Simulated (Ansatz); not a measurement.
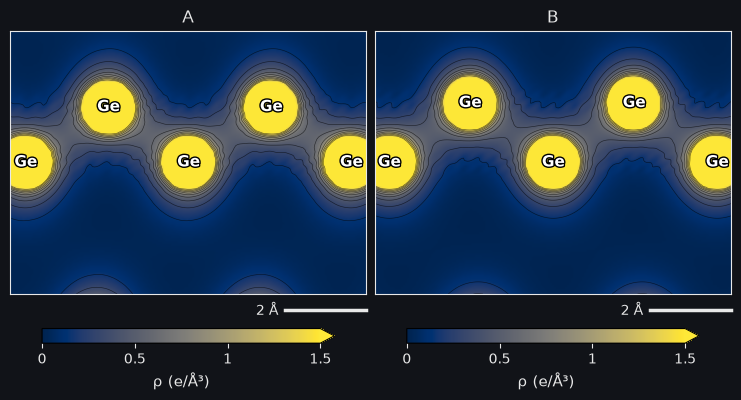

Ge. The valence pseudo-density of two cells that differ in size and shape, on the (011̄) plane of each (indices in the axes of the calculation cell), at one length scale and on one colour scale; one has 21.3 and the other 24.0 Å³ an atom.

The calculation used Ansatz 0.2.0, DFT, r2SCAN, plane waves, PAW.

The larger cell:

```yaml
crystal:
  lattice:
    - [-0.07482, 2.84716, 2.84716]
    - [2.84716, -0.07482, 2.84716]
    - [2.84716, 2.84716, -0.07482]
  atoms:
    - { symbol: Ge, position: [0.99841, 0.99841, 0.99841] }
    - { symbol: Ge, position: [0.25159, 0.25159, 0.25159] }
```

The smaller cell: a = 3.999 Å, b = 3.999 Å, c = 3.999 Å, α = 57.58°, β = 57.58°, γ = 57.58°.

### Which is the denser cell? Describe the effect of the change.

Panel A is the smaller cell, by 11 % in volume. From the larger cell to the smaller, Ge–Ge goes from 2.46 to 2.39 Å, and the density at its midpoint from 0.51 to 0.57 e/Å³; the pressure goes from −3.0 to 6 GPa.
